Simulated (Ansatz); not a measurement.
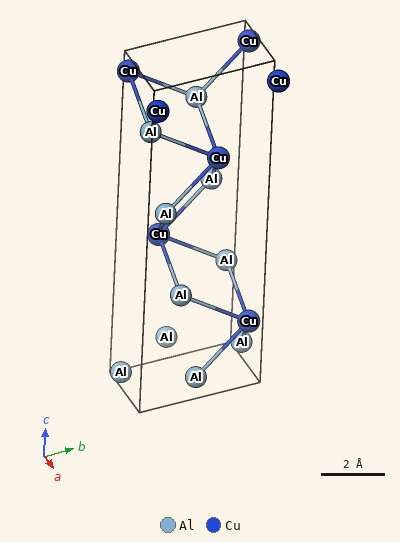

*The input geometry (ball-and-stick view of the cell of the calculation, seen slightly off an axis). An atom can appear more than once, as a periodic image.*

Near neighbours in the periodic cell (some may lie outside the picture): Al has 4 Cu at 2.48 Å; Cu has 8 Al at 2.48 Å.

## Al$_{2}$Cu: single-point calculation

The run: single-point calculation of Al$_{2}$Cu (12 atoms in the cell). Method and program: DFT r2SCAN, scalar-relativistic, plane waves, PAW, no spin polarisation (Ansatz 0.2.0).

The structure derives from a Materials Project entry. It belongs to a series of runs on one base structure; here: the crystal above the cut slid by 0.5 of the vector 1 a1 + 1 a2 (5.734 Å). Figures and captions count atoms from 1; the log counts them from 0 in places.

Output
```
Warning: 8 symmetry operations that the atoms keep within the bar at which the run's group was sought (crystal.symmetry.tolerance 1.0e-5, or twice it) were not taken beside the 8 unitary ones that the detection took (of a slab, those that keep its plane). If the more symmetric cell is meant, write the vectors of crystal.lattice to more decimals, or, with the positions in fractional coordinates, give it by lengths and angles (which lays the cell in the standard orientation, to which the deck's other Cartesian keys then refer), with the lengths that are meant to be equal typed equal, the angles likewise, and each angle that the symmetry fixes typed at its exact value (of a frozen-density pass: in the run whose state it reads). The detection then takes those 8 too, where the atoms keep them as a group. The lattice (crystal.lattice as typed, or as saved on a frozen-density pass laid at its state's geometry) misses each of them by more than the tolerance, the farthest off changing a squared length by the fraction 9.0e-5. The run does not impose them: its cell is that one, or, where this deck is also told that its lattice was moved onto its group, that cell laid onto the operations that were taken. If the cell is strained on purpose, what lies past the tolerance is rightly left out.
Warning: crystal.symmetry: narrowed to the stabiliser of the k-point mesh — unitary ops 8 → 4; excluded 4 operations that carry a point of the 12×12×4 mesh (shift [0, 0, 0]) off the mesh (the run samples exactly the mesh kpoints.mp_grid names, as under crystal.symmetry.detect: false, and its converged state has the mesh's symmetry, not the crystal's; ε∞, the Born charges and the force constants of a linear response (`dielectric:` by the response, `phonons.method: dfpt`) are averaged over those of the crystal's operations that the state keeps within a tolerance, where `mesh_tensors`, `unaveraged_element` or `gamma_mean_max_change_ev_ang2` stands beside them; a row that `dielectric.field_direction` solves alone is averaged likewise, with nothing beside; a Γ-centred mesh of equal divisions is mapped onto itself by every operation and keeps the whole group, as does a half-shifted one under kpoints.further_shifts: images)
Engine: ansatz 0.2.0, x86_64-unknown-linux-gnu
Pseudopotentials: kind: paw
Pseudopotential: Al, paw, valence charge 3, recommended cutoff 500 eV (meta_gga), Al.paw.azcp
Pseudopotential: Cu, paw, valence charge 19, recommended cutoff 500 eV (meta_gga), Cu.paw.azcp
Functional definition: r2SCAN
  parameter k0 = 0.174
  parameter k1 = 0.065
  parameter a1 = 4.9479
  exchange = r2scan_x(k0 = k0, k1 = k1, a1 = a1)
  correlation = r2scan_c
Crystal: 12 atoms, lattice volume = 188.541 Å³
Basis set: ecut = 500 eV, 4817 PW (Γ), exchange–correlation on 120×120×360 points (64 copies of the dense FFT grid, shifted against one another)
Bands: 62, of which v1, the nominal top of the filled ones, is band 50 counted from 1 (49 counted from 0)
Symmetry: 4 space group operations
k-points: 164 of 576
Non-local potential: Al, projectors of the file, l = 0: 2, l = 1: 2, l = 2: 1
Non-local potential: Cu, projectors of the file, l = 0: 3, l = 1: 2, l = 2: 3, l = 3: 1
PAW form: soft (Blöchl's): semilocal exchange-correlation on the pseudo side does not see the compensation charge
PAW frozen core: Al, regenerated for the run's functional (the file was generated under x = pbe(κ = 0.804, μ = 0.2195149727645171), c = pbe(β = 0.06672455060314922))
PAW frozen core: Cu, regenerated for the run's functional (the file was generated under x = pbe(κ = 0.804, μ = 0.2195149727645171), c = pbe(β = 0.06672455060314922))
PAW one-centre angular grid: Al, 302 points (default); XC on 160 Gauss nodes
PAW one-centre angular grid: Cu, 590 points (default); XC on 160 Gauss nodes
Initial density: superposition of atomic densities (neutral atoms: chi_scale 0, normalization atom), corrected by the library's trained network
Initial wavefunctions: pseudopotential atomic-orbital guess
Functional: x = r2scan, c = r2scan; τ floored in thin density (d = 2e-4 eV/Å³)
SCF iter   1: F=—  HF=-30850.519563 eV  |F-HF|=—  |Δ(HF+E_count)|=         —  Δρ=2.25e-2  dr2=7.31e-1  dr2_τ=4.46e-2  ethr=1.77e-3  ⟨swp⟩=8.9  Hψ=46316  notcnv=0  defer=47
preconditioner: auto → Kerker (q_TF=auto, 2.455 Å⁻¹)  [metal: Δε(μ)=0.019 eV  Ē_g=7.810 eV  σ=0.150 eV  W_gap=0.07  n_scr=52 (ndim 8)  ℏωp=22.3 eV  f_vac=0.000  D(μ)=2.65/eV (n_scr^D=12)]
SCF iter   2: F=—  HF=-30850.637088 eV  |F-HF|=—  |Δ(HF+E_count)|=   1.18e-1  Δρ=1.84e-2  dr2=3.38e-1  dr2_τ=3.50e-3  ethr=7.31e-4  ⟨swp⟩=2.0  Hψ=17791  notcnv=0  defer=740
SCF iter   3: F=—  HF=-30850.539151 eV  |F-HF|=—  |Δ(HF+E_count)|=   9.79e-2  Δρ=4.46e-3  dr2=6.56e-2  dr2_τ=1.36e-4  ethr=3.38e-4  ⟨swp⟩=2.0  Hψ=15468  notcnv=0  defer=740
SCF iter   4: F=—  HF=-30850.525611 eV  |F-HF|=—  |Δ(HF+E_count)|=   1.35e-2  Δρ=1.71e-3  dr2=4.52e-3  dr2_τ=4.69e-5  ethr=6.56e-5  ⟨swp⟩=1.2  Hψ=12369  notcnv=0  defer=724
SCF iter   5: F=—  HF=-30850.527573 eV  |F-HF|=—  |Δ(HF+E_count)|=   1.96e-3  Δρ=2.64e-3  dr2=1.11e-2  dr2_τ=4.27e-5  ethr=4.52e-6  ⟨swp⟩=2.0  Hψ=17309  notcnv=0  defer=724
SCF iter   6: F=—  HF=-30850.525934 eV  |F-HF|=—  |Δ(HF+E_count)|=   1.64e-3  Δρ=4.88e-4  dr2=9.60e-4  dr2_τ=3.29e-6  ethr=4.52e-6  ⟨swp⟩=2.0  Hψ=13836  notcnv=0  defer=724
SCF iter   7: F=—  HF=-30850.525819 eV  |F-HF|=—  |Δ(HF+E_count)|=   1.15e-4  Δρ=2.27e-4  dr2=1.27e-4  dr2_τ=2.92e-7  ethr=9.60e-7  ⟨swp⟩=1.2  Hψ=9478  notcnv=0  defer=724
SCF iter   8: F=—  HF=-30850.525820 eV  |F-HF|=—  |Δ(HF+E_count)|=   1.45e-6  Δρ=5.31e-5  dr2=7.44e-6  dr2_τ=3.03e-8  ethr=1.27e-7  ⟨swp⟩=2.4  Hψ=14628  notcnv=0  defer=724
SCF iter   9: F=—  HF=-30850.525788 eV  |F-HF|=—  |Δ(HF+E_count)|=   3.26e-5  Δρ=1.29e-5  dr2=4.87e-7  dr2_τ=1.70e-9  ethr=7.44e-9  ⟨swp⟩=2.5  Hψ=14196  notcnv=0  defer=724
SCF iter  10: F=-30850.525788 eV  HF=-30850.525788 eV  |F-HF|=5.89e-9  |Δ(HF+E_count)|=   8.21e-8  Δρ=2.88e-6  dr2=1.88e-8  dr2_τ=2.90e-10  ethr=1.00e-10  ⟨swp⟩=10.9  Hψ=43170  notcnv=0
SCF 1 converged in 10 iterations: F = -30850.525788 eV  dr2 = 1.88e-8
  greatest PAW one-centre occupation: 1.000 electrons in one spin orbital (limit 2), on the Cu atom at site 9 (counted from 0), in its partial waves of l = 0
```

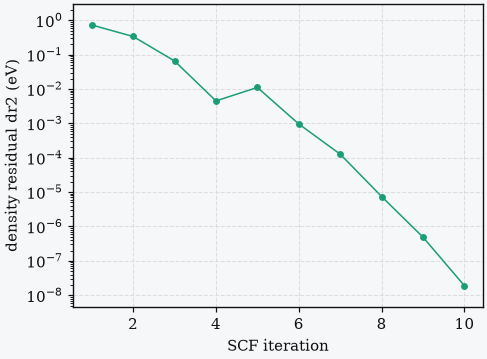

*Convergence of the self-consistent field: density residual dr2 against the SCF iteration.*

The residual comes down, with one marked jump up, by a factor of about 2.5, at step 5.

```
SCF converged after 10 iterations
Free energy (F): -30850.525788 eV
Harris-Foulkes:  -30850.525788 eV  (|F-HF|=5.89e-9)
Internal energy: -30850.495224 eV  (E = F + TS)
E sigma→0 (E₀):  -30850.510506 eV
Entropy (-TS):   -0.030563 eV (-2.547 meV/atom)
Fermi energy:    9.393280 eV
--- Per-component energies (eV) ---
  E_band       = -2071.522561
  E_kinetic    = 1385.597665
  E_local      = -23822.909966  (includes V_loc(G=0)·N_el)
  E_nonlocal   = 1619.932502
  E_hartree    = 10695.125725
  E_xc         = -635.091934
  E_vxc        = -759.682928  (∫ρ·V_xc dr)
  E_paw        = -10465.658886  (= ΣΔE_a)
  E_vpaw       = -1933.161096  (= ΣTr[D̂ρ^β])
  E_aug_tail   = 0.000587  (compensation charges beyond the density's cutoff)
  E_vtau       = 48.443805  (kinetic-family band-sum trace: ∫τ·v_τ [+ j·A + Jᵃ·Aᵃ] dr)
  E_ewald      = -9625.805622
  E_core_change = -1.685296  (= ΣΔE_core)
  E_smearing   = -0.030563  (= −TS)
  E_closure    = 0.000000  (closes the sum)
  Σ components = -30850.525788   (vs F -30850.525788, Δ=0.00e0)
--- Forces (eV/Å), atoms counted from 1 ---
  atom   1  Al    -0.02460425     0.02481884    -0.00655961
  atom   2  Al     0.00000000     0.00000000     0.00000000
  atom   3  Al     0.02460425    -0.02481884    -0.00655961
  atom   4  Al     0.00000000     0.00000000    -0.00827205
  atom   5  Al     0.00000000     0.00000000     0.00000000
  atom   6  Al     0.02460425    -0.02481884     0.00655961
  atom   7  Al     0.00000000     0.00000000     0.00827205
  atom   8  Al    -0.02460425     0.02481884     0.00655961
  atom   9  Cu     0.24747446    -0.25111522     0.00000000
  atom  10  Cu    -0.24747446     0.25111522     0.00000000
  atom  11  Cu    -0.08828580     0.08849866     0.00000000
  atom  12  Cu     0.08828580    -0.08849866     0.00000000
  max |Σ_I F_I| component: 1.39e-17 eV/Å
--- Stress (GPa, compression-positive) ---
       -0.116867       0.441904       0.000000
        0.441904      -0.222729       0.000000
        0.000000       0.000000       0.273892
  P = ⅓ Tr σ = -0.0219 GPa (-0.219 kbar)
--- Band table (eV; the first three rows and the last of 164) ---
  k-point 0: bands = ["-108.5013", "-108.5009", "-108.3665", "-108.3665", "-64.3005", "-64.2948", "-64.2941", "-64.2940", "-64.2934", "-64.2929", "-64.1548", "-64.1548", "-64.1540", "-64.1539", "-64.1514", "-64.1513", "-1.5441", "-0.3831", "-0.2840", "2.8350", "3.1289", "4.0318", "4.1638", "4.4446", "4.4452", "4.4865", "4.5811", "4.5885", "4.7226", "4.7233", "5.0574", "5.0611", "5.0618", "5.0625", "5.0631", "5.1267", "5.1762", "5.2273", "5.3121", "5.4002", "5.7037", "7.5254", "7.5269", "7.6955", "7.6969", "8.7966", "9.1999", "10.0463", "10.1708", "10.3347", "10.3362", "10.3956", "10.3970", "11.1830", "11.4051", "11.5870", "11.6269", "12.2982", "12.6907", "14.8180", "14.8195", "14.9626"]
  k-point 1: bands = ["-108.5013", "-108.5009", "-108.3665", "-108.3665", "-64.3005", "-64.2948", "-64.2941", "-64.2940", "-64.2934", "-64.2929", "-64.1548", "-64.1548", "-64.1540", "-64.1539", "-64.1514", "-64.1513", "-1.4755", "-0.8420", "0.3193", "1.9970", "3.9181", "4.0088", "4.2175", "4.4263", "4.4431", "4.4438", "4.5889", "4.6106", "4.7480", "4.7486", "4.9357", "4.9364", "4.9907", "5.1284", "5.1740", "5.1746", "5.1966", "5.2218", "5.3180", "5.3981", "5.8615", "7.2653", "7.2668", "7.6554", "8.1191", "8.1205", "9.5007", "9.5021", "9.9683", "10.2561", "10.3408", "11.0829", "11.0957", "11.3414", "11.3429", "11.7260", "11.9041", "12.1673", "13.0384", "13.6178", "13.6193", "14.8995"]
  k-point 2: bands = ["-108.5013", "-108.5009", "-108.3665", "-108.3665", "-64.3005", "-64.2948", "-64.2941", "-64.2940", "-64.2934", "-64.2929", "-64.1548", "-64.1548", "-64.1540", "-64.1539", "-64.1514", "-64.1513", "-1.3397", "-1.1236", "1.0601", "1.1441", "3.9926", "4.3089", "4.3328", "4.3881", "4.4417", "4.4424", "4.6008", "4.6288", "4.8023", "4.8030", "4.8458", "4.8464", "4.8753", "5.1302", "5.2121", "5.2167", "5.2214", "5.2220", "5.3237", "5.3957", "6.3375", "6.6956", "7.1460", "7.1475", "8.7113", "8.7127", "8.7873", "8.7888", "9.9297", "10.6489", "10.6660", "10.7757", "11.3076", "11.3972", "12.1435", "12.3932", "12.3946", "12.4622", "12.4637", "12.4806", "13.3589", "14.1919"]
  k-point 163: bands = ["-108.5013", "-108.5009", "-108.3665", "-108.3665", "-64.3004", "-64.2949", "-64.2941", "-64.2941", "-64.2935", "-64.2929", "-64.1549", "-64.1549", "-64.1541", "-64.1540", "-64.1513", "-64.1513", "2.5190", "2.8496", "2.9584", "3.1264", "3.3973", "3.4238", "3.4435", "3.5234", "3.7609", "3.9513", "3.9957", "4.1663", "4.2097", "4.9742", "4.9978", "5.0488", "5.1081", "5.2139", "5.2219", "5.2366", "5.2366", "5.2987", "5.3009", "5.3740", "5.4579", "5.4631", "5.5782", "5.6079", "5.6780", "6.4320", "6.4409", "6.6448", "6.9303", "6.9847", "7.1815", "7.5822", "9.9237", "10.8305", "11.2380", "11.3028", "12.3170", "12.3971", "13.8255", "13.8258", "14.9454", "15.1924"]
```

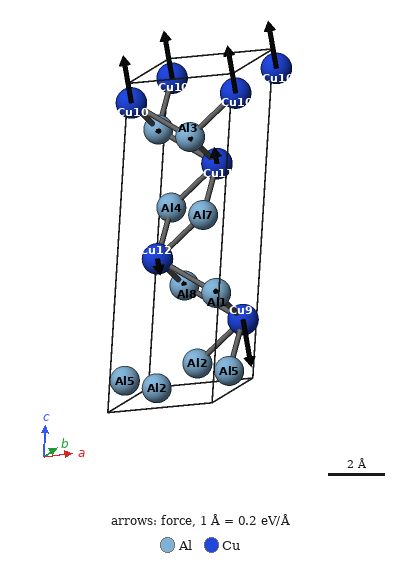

*Forces on the atoms as black arrows (ball-and-stick view of the cell of the calculation, seen slightly off an axis; atoms are numbered from 1 in the order of the input); the smallest are left out.*

The largest act on Cu9, Cu10 (0.35 eV/Å); Cu11, Cu12 (0.13 eV/Å). The geometry is not a stationary point of this energy.

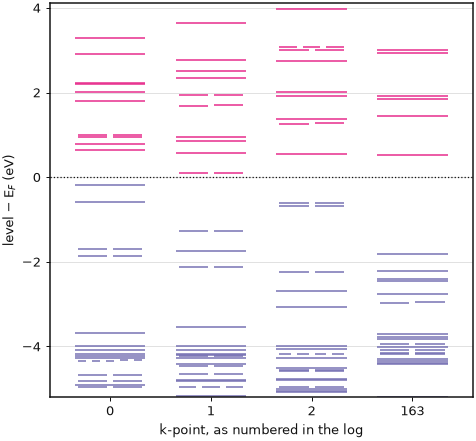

*Kohn–Sham levels near the Fermi level (dotted) at the few k-points that the log prints; levels within 0.02 eV of each other stand side by side.*

The system is metallic on the full mesh.

The run was set up as follows.

The input
```yaml
crystal:
  lattice:
    - [-2.0273575171, -2.0273575171, -2.8669875149]
    - [-2.0273575171, -2.0273575171, 2.8669875149]
    - [-10.1367875855, 6.0820725513, 0.0]
  atoms:
    - { symbol: Al, position: [-0.15625, 0.34375, 0.3125] }
    - { symbol: Al, position: [0.46875, -0.03125, 0.0625] }
    - { symbol: Al, position: [-0.40625, 0.09375, 0.8125] }
    - { symbol: Al, position: [0.21875, -0.28125, 0.5625] }
    - { symbol: Al, position: [-0.03125, 0.46875, 0.0625] }
    - { symbol: Al, position: [0.09375, -0.40625, 0.8125] }
    - { symbol: Al, position: [-0.28125, 0.21875, 0.5625] }
    - { symbol: Al, position: [0.34375, -0.15625, 0.3125] }
    - { symbol: Cu, position: [-0.09375, -0.09375, 0.1875] }
    - { symbol: Cu, position: [0.03125, 0.03125, 0.9375] }
    - { symbol: Cu, position: [-0.34375, -0.34375, 0.6875] }
    - { symbol: Cu, position: [0.28125, 0.28125, 0.4375] }
basis:
  ecutwfc: 500
kpoints:
  mp_grid: { grid: [12, 12, 4] }
hamiltonian:
  xc: r2scan
scf:
  occupations: { method: gaussian, width: 0.15 }
output:
  forces: true
  stress: true
  eigenvalues: true
```

Command:
```bash
ansatz run input.yaml --threads 2 --pin off --max-ram 5120MiB --backend cpu --events-out ev --progress --plain --runs-dir out
```

Summary

- outcome: converged
- space group (tolerance 0.01 Å): I4/mmm (139)
- electrons treated: 100
- free energy: −30850.5258 eV
- Fermi energy: 9.393 eV
- gap on the k-point mesh: none (metallic)
- pressure: −0.02 GPa
- largest force (length of the vector): 0.353 eV/Å
- hardware: 2 threads of Oxide Virtual Turin-like (Zen 5), 32 GiB of memory available, shared host
- wall time: 68 s (CPU time 2.2 min)
- peak memory: 1.9 GiB

Warnings of the run: near-symmetries of the structure were not used; the k-point mesh lowers the symmetry that the run can use.
